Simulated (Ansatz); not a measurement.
**Single-point calculation, with input and output: SnO$_{2}$ (part 1 of 2)**

System: SnO$_{2}$ (slab, 24 atoms in the cell).
Method: DFT PBEsol, scalar-relativistic, plane waves, PAW, no spin polarisation (Ansatz 0.2.0).

The structure derives from an entry of the Crystallography Open Database. It belongs to a series of runs on one base structure; here: (1 1 0) slab cut from the bulk.

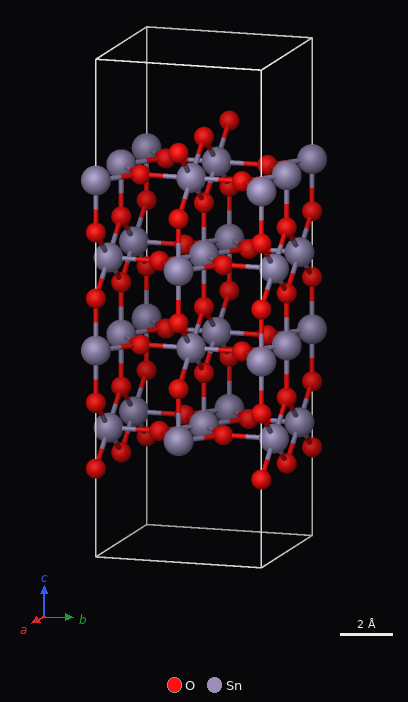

Figure 1. The structure (ball-and-stick view of the 2 × 1 repeat of the cell, with the vacuum cut short, seen slightly off an axis). An atom can appear more than once, as a periodic image.

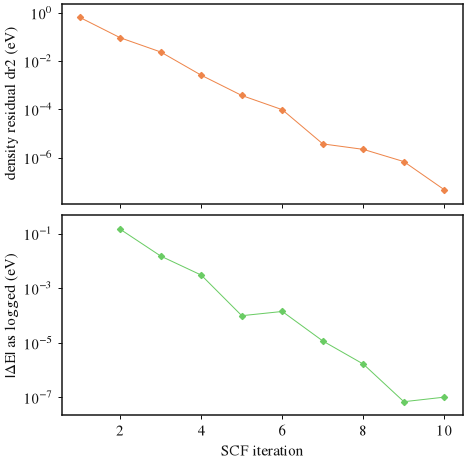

Figure 2. Convergence of the self-consistent field: density residual dr2 and size of the energy change against the SCF iteration. The residual falls at every step.

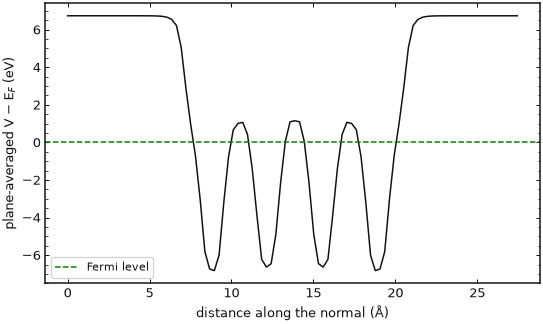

Figure 3. Plane average of the electrostatic potential energy of an electron across the cell, from the Fermi level. The vacuum level lies 6.73 eV above the Fermi level.

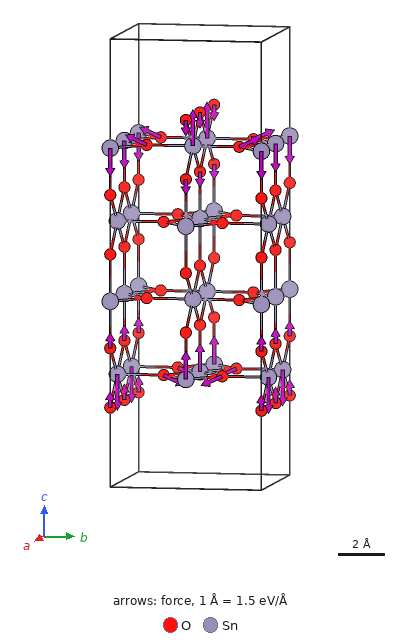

Figure 4. Forces on the atoms as pink arrows (ball-and-stick view of the 2 × 1 repeat of the cell, with the vacuum cut short, seen slightly off an axis); the smallest are left out. The largest act on Sn3, Sn21 (2.44 eV/Å); Sn2, Sn20 (1.92 eV/Å); O4, O5, O22, O23 (1.60 eV/Å); O1, O24 (1.10 eV/Å), among others. Atoms are counted from 1 in the order of the input and aren't labelled in the picture. The geometry is not a stationary point of this energy.

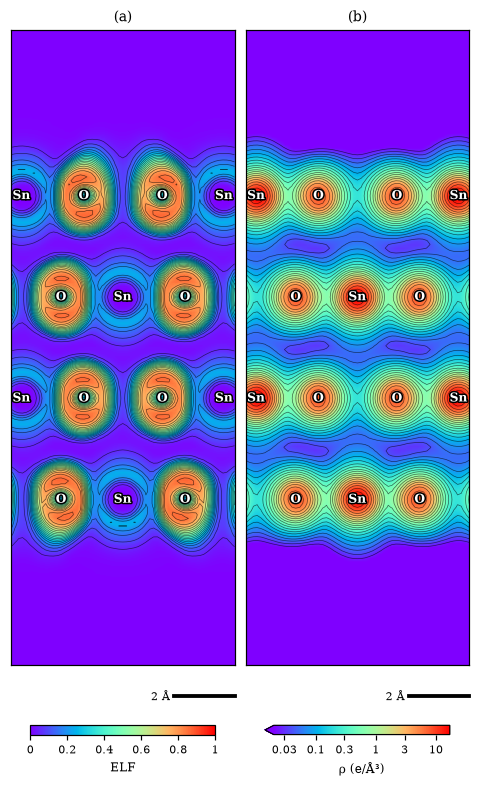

Figure 5. (a) electron localisation function; (b) valence pseudo-density on the (100) plane of the calculation cell, a cut from vacuum to vacuum. Sn–O (2.07 Å): ρ at the midpoint is about 0.63 e/Å³; the ELF is about 0.20 at the midpoint. The density dies away to nearly zero in the vacuum. Core electrons are frozen (PAW), so the fields are smoothed inside the atomic spheres.

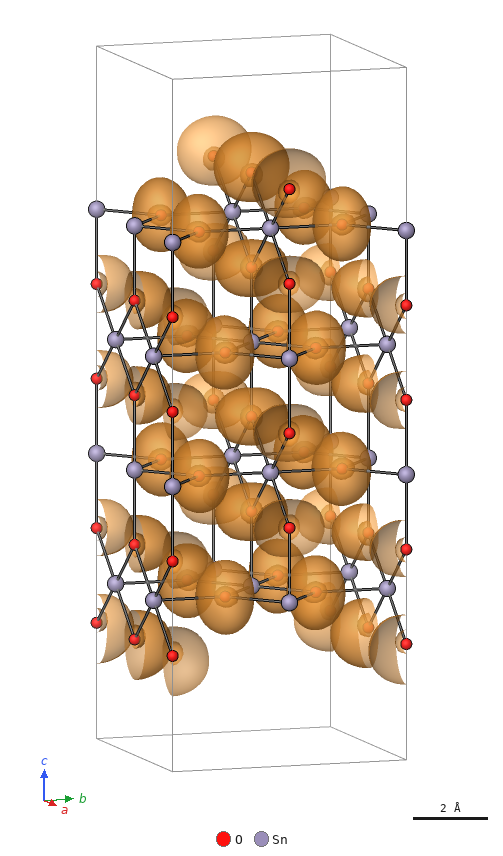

Figure 6. Isosurface of the electron localisation function at 0.65 (orange), seen slightly off an axis. Core shells and regions of very low density are left out. Sticks mark near contacts. Profiles from the grid: Sn–O (2.07 Å): the ELF is about 0.25 at the midpoint.

The input and output of the run follow.

## Input file
```yaml
crystal:
  lattice:
    - [3.2120684193, 0.0, 0.0]
    - [0.0, 6.7443405708, 0.0]
    - [0.0, 0.0, 27.7295853126]
  atoms:
    - { symbol: O, position: [0.0, 0.0, 0.2704692449] }
    - { symbol: Sn, position: [0.0, 0.5, 0.3175863299] }
    - { symbol: Sn, position: [0.5, 0.0, 0.3175863299] }
    - { symbol: O, position: [0.5, 0.3062765048, 0.3175863299] }
    - { symbol: O, position: [0.5, 0.6937234952, 0.3175863299] }
    - { symbol: O, position: [0.0, 0.0, 0.3647034149] }
    - { symbol: O, position: [0.0, 0.5, 0.3920783583] }
    - { symbol: Sn, position: [0.0, 0.0, 0.4391954433] }
    - { symbol: Sn, position: [0.5, 0.5, 0.4391954433] }
    - { symbol: O, position: [0.5, 0.8062765048, 0.4391954433] }
    - { symbol: O, position: [0.5, 0.1937234952, 0.4391954433] }
    - { symbol: O, position: [0.0, 0.5, 0.4863125283] }
    - { symbol: O, position: [0.0, 0.0, 0.5136874717] }
    - { symbol: Sn, position: [0.0, 0.5, 0.5608045567] }
    - { symbol: Sn, position: [0.5, 0.0, 0.5608045567] }
    - { symbol: O, position: [0.5, 0.3062765048, 0.5608045567] }
    - { symbol: O, position: [0.5, 0.6937234952, 0.5608045567] }
    - { symbol: O, position: [0.0, 0.0, 0.6079216417] }
    - { symbol: O, position: [0.0, 0.5, 0.6352965851] }
    - { symbol: Sn, position: [0.0, 0.0, 0.6824136701] }
    - { symbol: Sn, position: [0.5, 0.5, 0.6824136701] }
    - { symbol: O, position: [0.5, 0.8062765048, 0.6824136701] }
    - { symbol: O, position: [0.5, 0.1937234952, 0.6824136701] }
    - { symbol: O, position: [0.0, 0.5, 0.7295307551] }
basis:
  ecutwfc: 420
kpoints:
  mp_grid: { grid: [8, 4, 1] }
hamiltonian:
  xc: pbesol
scf:
  occupations: { method: gaussian, width: 0.05 }
output:
  forces: true
  stress: true
  eigenvalues: true
  write_density: true
  write_potential: true
  elf: true
  volumetric_format: npy
efield:
  axis: 3
  dipole_correction: true
  ramp_width: 0.04
```

Launched with:
```bash
ansatz run input.yaml --threads 2 --pin off --max-ram 5120MiB --backend cpu --events-out ev --progress --plain --runs-dir out
```

## Output
```
Engine: ansatz 0.2.0, x86_64-unknown-linux-gnu
Pseudopotentials: kind: paw
Pseudopotential: O, paw, valence charge 6, recommended cutoff 420 eV (normal), O.paw.azcp
Pseudopotential: Sn, paw, valence charge 14, recommended cutoff 420 eV (normal), Sn.paw.azcp
Functional definition: PBEsol
  exchange = pbesol_x
  correlation = pbesol_c
Crystal: 24 atoms, lattice volume = 600.714 Å³
Basis set: ecut = 420 eV, 11821 PW (Γ), exchange–correlation on 48×96×384 points (8 copies of the dense FFT grid, shifted against one another)
Bands: 128, of which v1, the nominal top of the filled ones, is band 104 counted from 1 (103 counted from 0)
Symmetry: 4 space group operations
k-points: 15 of 32
Non-local potential: O, projectors of the file, l = 0: 2, l = 1: 2, l = 2: 1
Non-local potential: Sn, projectors of the file, l = 0: 2, l = 1: 2, l = 2: 2, l = 3: 2
PAW form: soft (Blöchl's): semilocal exchange-correlation on the pseudo side does not see the compensation charge
PAW frozen core: O, regenerated for the run's functional, and the local potential with it (the file was generated under x = pbe(κ = 0.804, μ = 0.2195149727645171), c = pbe(β = 0.06672455060314922))
PAW frozen core: Sn, regenerated for the run's functional, and the local potential with it (the file was generated under x = pbe(κ = 0.804, μ = 0.2195149727645171), c = pbe(β = 0.06672455060314922))
PAW one-centre angular grid: O, 110 points (default); XC on 64 Gauss nodes
PAW one-centre angular grid: Sn, 590 points (default); XC on 64 Gauss nodes
Initial density: superposition of atomic densities (neutral atoms: chi_scale 0, normalization atom), corrected by the library's trained network
Initial wavefunctions: pseudopotential atomic-orbital guess
Functional: x = pbesol(κ = 0.804, μ = 0.12345679012345678), c = pbesol(β = 0.046)
```
